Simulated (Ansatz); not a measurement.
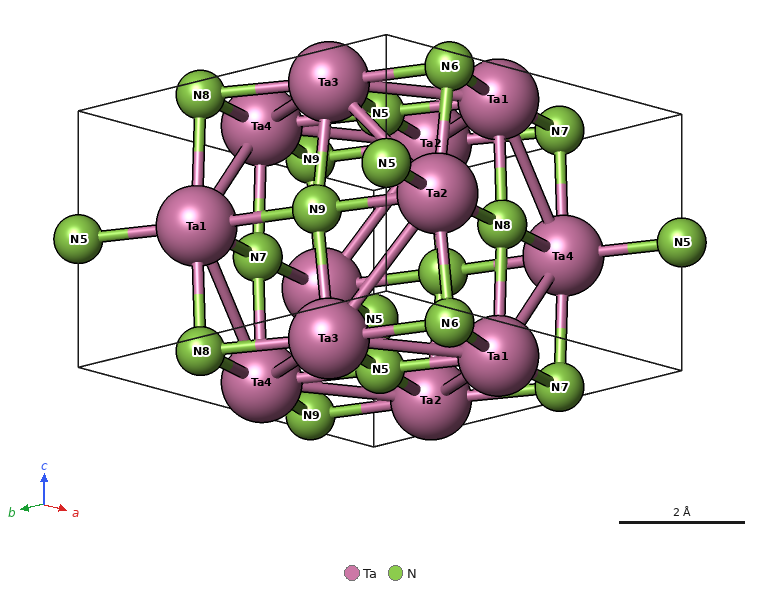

Fig. 1: The input geometry (ball-and-stick view of the cell 2 times as large as that of the calculation, set on its symmetry axes, seen at an oblique angle; atoms are numbered from 1 in the order of the input). An atom can appear more than once, as a periodic image.

## Single-point calculation of Ta$_{4}$N$_{5}$

- system: Ta$_{4}$N$_{5}$ (9 atoms in the cell)
- method: DFT r2SCAN, scalar-relativistic, plane waves, PAW, no spin polarisation (Ansatz 0.2.0)

The structure derives from a Materials Project entry. Figures and captions count atoms from 1; the log counts them from 0 in places.

What the program printed:
```
Engine: ansatz 0.2.0, x86_64-unknown-linux-gnu
Pseudopotentials: kind: paw
Pseudopotential: Ta, paw, valence charge 13, recommended cutoff 500 eV (meta_gga), Ta.paw.azcp
Pseudopotential: N, paw, valence charge 5, recommended cutoff 500 eV (meta_gga), N.paw.azcp
Functional definition: r2SCAN
  parameter k0 = 0.174
  parameter k1 = 0.065
  parameter a1 = 4.9479
  exchange = r2scan_x(k0 = k0, k1 = k1, a1 = a1)
  correlation = r2scan_c
Crystal: 9 atoms, lattice volume = 100.957 Å³
Basis set: ecut = 500 eV, 2567 PW (Γ), exchange–correlation on 160×160×160 points (64 copies of the dense FFT grid, shifted against one another)
Bands: 48, of which v1, the nominal top of the filled ones, is band 39 counted from 1 (38 counted from 0)
Symmetry: 8 space group operations
Space group: I4/m (ITA 87), of the structure as read, at distance tolerance 4.7e-5 Å
k-points: 36 of 216
Non-local potential: Ta, projectors of the file, l = 0: 3, l = 1: 2, l = 2: 2, l = 3: 1
Non-local potential: N, projectors of the file, l = 0: 2, l = 1: 2, l = 2: 1
PAW form: soft (Blöchl's): semilocal exchange-correlation on the pseudo side does not see the compensation charge
PAW frozen core: Ta, regenerated for the run's functional (the file was generated under x = pbe(κ = 0.804, μ = 0.2195149727645171), c = pbe(β = 0.06672455060314922))
PAW frozen core: N, regenerated for the run's functional (the file was generated under x = pbe(κ = 0.804, μ = 0.2195149727645171), c = pbe(β = 0.06672455060314922))
PAW one-centre angular grid: Ta, 590 points (default); XC on 160 Gauss nodes
PAW one-centre angular grid: N, 302 points (default); XC on 160 Gauss nodes
Initial density: superposition of atomic densities (neutral atoms: chi_scale 0, normalization atom), corrected by the library's trained network
Initial wavefunctions: pseudopotential atomic-orbital guess
Functional: x = r2scan, c = r2scan; τ floored in thin density (d = 2e-4 eV/Å³)
SCF iter   1: F=—  HF=-41712.471236 eV  |F-HF|=—  |Δ(HF+E_count)|=         —  Δρ=1.15e-2  dr2=8.95e-2  dr2_τ=6.33e-1  ethr=1.77e-3  ⟨swp⟩=6.8  Hψ=7140  notcnv=0  defer=1
preconditioner: auto → LDOS  [metal: Δε(μ)=0.044 eV  Ē_g=10.277 eV  σ=0.100 eV  W_gap=0.24  n_scr=36 (ndim 8)  ℏωp=24.8 eV  f_vac=0.018  D(μ)=1.81/eV (n_scr^D=12)  β→1.0]
SCF iter   2: F=—  HF=-41712.722015 eV  |F-HF|=—  |Δ(HF+E_count)|=   2.51e-1  Δρ=4.46e-3  dr2=2.29e-2  dr2_τ=3.26e-3  ethr=1.16e-4  ⟨swp⟩=2.0  Hψ=3502  notcnv=0  defer=95
SCF iter   3: F=—  HF=-41712.725389 eV  |F-HF|=—  |Δ(HF+E_count)|=   3.37e-3  Δρ=4.84e-3  dr2=3.18e-2  dr2_τ=3.02e-3  ethr=2.97e-5  ⟨swp⟩=2.8  Hψ=2853  notcnv=0  defer=95
SCF iter   4: F=—  HF=-41712.718837 eV  |F-HF|=—  |Δ(HF+E_count)|=   6.55e-3  Δρ=5.72e-4  dr2=3.68e-4  dr2_τ=5.40e-5  ethr=2.97e-5  ⟨swp⟩=2.0  Hψ=2498  notcnv=0  defer=93
SCF iter   5: F=—  HF=-41712.718866 eV  |F-HF|=—  |Δ(HF+E_count)|=   2.89e-5  Δρ=1.78e-4  dr2=2.85e-5  dr2_τ=6.71e-6  ethr=4.78e-7  ⟨swp⟩=2.0  Hψ=2501  notcnv=0  defer=93
SCF iter   6: F=—  HF=-41712.718875 eV  |F-HF|=—  |Δ(HF+E_count)|=   9.60e-6  Δρ=4.80e-5  dr2=1.12e-6  dr2_τ=1.47e-7  ethr=3.70e-8  ⟨swp⟩=2.0  Hψ=2502  notcnv=0  defer=93
SCF iter   7: F=—  HF=-41712.718880 eV  |F-HF|=—  |Δ(HF+E_count)|=   4.25e-6  Δρ=1.45e-5  dr2=1.53e-7  dr2_τ=6.75e-9  ethr=1.46e-9  ⟨swp⟩=2.0  Hψ=2889  notcnv=0  defer=93
SCF iter   8: F=-41712.718880 eV  HF=-41712.718880 eV  |F-HF|=2.10e-9  |Δ(HF+E_count)|=   4.59e-7  Δρ=3.67e-6  dr2=1.48e-8  dr2_τ=1.30e-9  ethr=1.30e-10  ⟨swp⟩=12.1  Hψ=8318  notcnv=0
SCF 1 converged in 8 iterations: F = -41712.718880 eV  dr2 = 1.48e-8
  greatest PAW one-centre occupation: 0.998 electrons in one spin orbital (limit 2), on the Ta atom at site 2 (counted from 0), in its partial waves of l = 0
SCF converged after 8 iterations
Free energy (F): -41712.718880 eV
Harris-Foulkes:  -41712.718880 eV  (|F-HF|=2.10e-9)
Internal energy: -41712.709850 eV  (E = F + TS)
E sigma→0 (E₀):  -41712.714365 eV
Entropy (-TS):   -0.009030 eV (-1.003 meV/atom)
Fermi energy:    18.093887 eV
--- Per-component energies (eV) ---
  E_band       = -424.597891
  E_kinetic    = 2131.777492
  E_local      = -3258.873856  (includes V_loc(G=0)·N_el)
  E_nonlocal   = 283.067090
  E_hartree    = 1124.009515
  E_xc         = -1120.758923
  E_vxc        = -1315.962729  (∫ρ·V_xc dr)
  E_paw        = -34336.966630  (= ΣΔE_a)
  E_vpaw       = -581.039090  (= ΣTr[D̂ρ^β])
  E_aug_tail   = 0.000417  (compensation charges beyond the density's cutoff)
  E_vtau       = 68.413701  (kinetic-family band-sum trace: ∫τ·v_τ [+ j·A + Jᵃ·Aᵃ] dr)
  E_ewald      = -6531.792010
  E_core_change = -3.172944  (= ΣΔE_core)
  E_smearing   = -0.009030  (= −TS)
  E_closure    = 0.000000  (closes the sum)
  Σ components = -41712.718880   (vs F -41712.718880, Δ=0.00e0)
--- Forces (eV/Å), atoms counted from 1 ---
  atom   1  Ta    -0.04244225     0.05951477    -0.00000000
  atom   2  Ta     0.05951477     0.04244225     0.00000000
  atom   3  Ta    -0.05951477    -0.04244225     0.00000000
  atom   4  Ta     0.04244225    -0.05951477     0.00000000
  atom   5  N     -0.00000000    -0.00000000     0.00000000
  atom   6  N      0.05269564    -0.00246570     0.00000000
  atom   7  N     -0.00246570    -0.05269564     0.00000000
  atom   8  N      0.00246570     0.05269564     0.00000000
  atom   9  N     -0.05269564     0.00246570     0.00000000
  max |Σ_I F_I| component: 1.39e-17 eV/Å
--- Stress (GPa, compression-positive) ---
       -1.909123       0.000001       0.000000
       -0.000001      -1.909123       0.000000
        0.000000       0.000000      -0.409595
  P = ⅓ Tr σ = -1.4093 GPa (-14.093 kbar)
--- Band table (eV; the first three rows and the last of 36) ---
  k-point 0: bands = ["-53.1222", "-53.0495", "-53.0432", "-53.0432", "-19.3504", "-19.3319", "-19.2001", "-19.2001", "-19.1823", "-19.1823", "-18.9885", "-18.8703", "-18.8260", "-18.7857", "-18.6638", "-18.6638", "-0.7406", "1.0436", "1.0436", "1.4544", "1.6602", "10.4976", "10.4976", "10.9921", "11.1851", "11.4725", "12.0503", "12.0503", "12.2481", "12.3546", "12.8521", "12.8521", "13.4122", "15.1748", "15.2951", "15.2951", "16.7097", "16.7097", "17.0704", "18.7248", "19.2748", "19.3079", "19.3079", "19.6140", "19.6140", "19.9397", "20.6764", "21.8692"]
  k-point 1: bands = ["-53.1181", "-53.0586", "-53.0430", "-53.0385", "-19.3672", "-19.3021", "-19.2342", "-19.2014", "-19.1837", "-19.1582", "-18.9613", "-18.8497", "-18.8293", "-18.7919", "-18.7044", "-18.6636", "-0.5806", "0.8976", "1.0401", "1.3786", "1.7007", "10.2810", "10.3502", "11.2489", "11.3100", "11.4464", "12.0226", "12.3616", "12.3745", "12.6255", "12.8153", "13.0154", "13.1944", "14.5352", "14.9395", "15.1206", "16.4291", "16.6453", "17.3888", "18.4119", "19.1916", "19.3550", "19.4020", "19.6546", "20.2534", "20.3645", "21.1044", "22.0022"]
  k-point 2: bands = ["-53.1070", "-53.0739", "-53.0424", "-53.0350", "-19.3839", "-19.3018", "-19.2311", "-19.2093", "-19.1864", "-19.0942", "-18.9084", "-18.8424", "-18.8307", "-18.8113", "-18.7885", "-18.6625", "-0.1663", "0.6765", "1.0059", "1.1710", "1.6830", "10.2006", "10.3213", "11.3219", "11.3968", "11.9411", "12.0958", "12.3080", "12.3864", "12.7298", "12.7811", "13.0274", "13.4433", "13.8944", "14.5203", "14.9064", "15.6399", "16.4983", "17.5414", "18.5807", "19.0727", "19.3690", "19.7056", "19.9167", "20.8330", "20.8921", "21.5607", "21.7113"]
  k-point 35: bands = ["-53.0816", "-53.0816", "-53.0536", "-53.0416", "-19.3687", "-19.3614", "-19.2172", "-19.1382", "-19.1382", "-19.0234", "-18.9300", "-18.9300", "-18.8751", "-18.8751", "-18.7666", "-18.6302", "0.5813", "0.7353", "0.7353", "0.8989", "1.4082", "10.3345", "10.3345", "10.7486", "10.7896", "11.7961", "12.9244", "12.9244", "12.9883", "13.0728", "13.1040", "13.1040", "13.1607", "14.0892", "14.2969", "14.2969", "14.7615", "16.0770", "16.3612", "17.6977", "17.6977", "20.6914", "20.8894", "20.8894", "21.4588", "21.5250", "21.5250", "21.6911"]
```

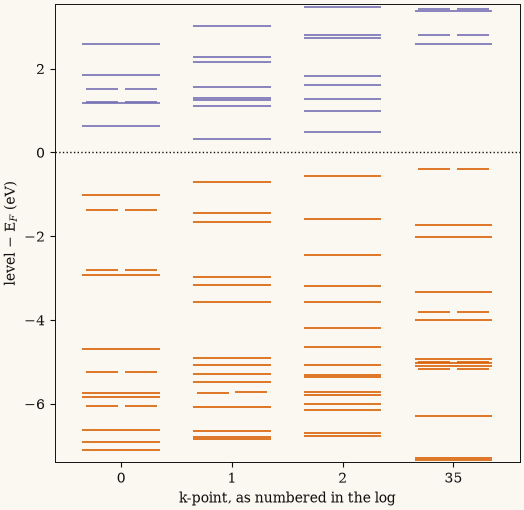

Fig. 2: Kohn–Sham levels near the Fermi level (dotted) at the few k-points that the log prints; levels within 0.02 eV of each other stand side by side. The system is metallic on the full mesh.

This output came from the following input.

The input:
```yaml
crystal:
  lattice:
    - [-3.4362702628, 3.4362702628, 2.1374763015]
    - [3.4362702628, -3.4362702628, 2.1374763015]
    - [3.4362702628, 3.4362702628, -2.1374763015]
  atoms:
    - { symbol: Ta, position: [0.78282472, 0.60542174, 0.38824646] }
    - { symbol: Ta, position: [0.39457826, 0.78282472, 0.17740297] }
    - { symbol: Ta, position: [0.60542175, 0.21717528, 0.82259703] }
    - { symbol: Ta, position: [0.21717528, 0.39457825, 0.61175354] }
    - { symbol: "N", position: [0.5, 0.5, 0.0] }
    - { symbol: "N", position: [0.90846657, 0.30903948, 0.21750605] }
    - { symbol: "N", position: [0.69096052, 0.90846657, 0.59942709] }
    - { symbol: "N", position: [0.30903948, 0.09153343, 0.40057291] }
    - { symbol: "N", position: [0.09153343, 0.69096052, 0.78249395] }
basis:
  ecutwfc: 500
kpoints:
  mp_grid: { grid: [6, 6, 6] }
hamiltonian:
  xc: r2scan
scf:
  occupations: { method: gaussian, width: 0.1 }
output:
  forces: true
  stress: true
  eigenvalues: true
```

Command:
```bash
ansatz run input.yaml --threads 2 --pin off --max-ram 5120MiB --backend cpu --events-out ev --progress --plain --runs-dir out
```

Results in brief:

```tsv
quantity	value
outcome	converged
space group (tolerance 0.01 Å)	I4/m (87)
electrons treated	77
free energy	−41712.7189 eV
Fermi energy	18.094 eV
gap on the k-point mesh	none (metallic)
pressure	−1.41 GPa
largest force (length of the vector)	0.073 eV/Å
hardware	2 threads of Oxide Virtual Turin-like (Zen 5), 32 GiB of memory available, shared host
wall time	19 s (CPU time 30 s)
peak memory	0.79 GiB
```

Notes:

Spin–orbit coupling is left out, which matters for Ta. The cell holds an odd number of electrons but the run has no spin polarisation, so a band is left half filled.
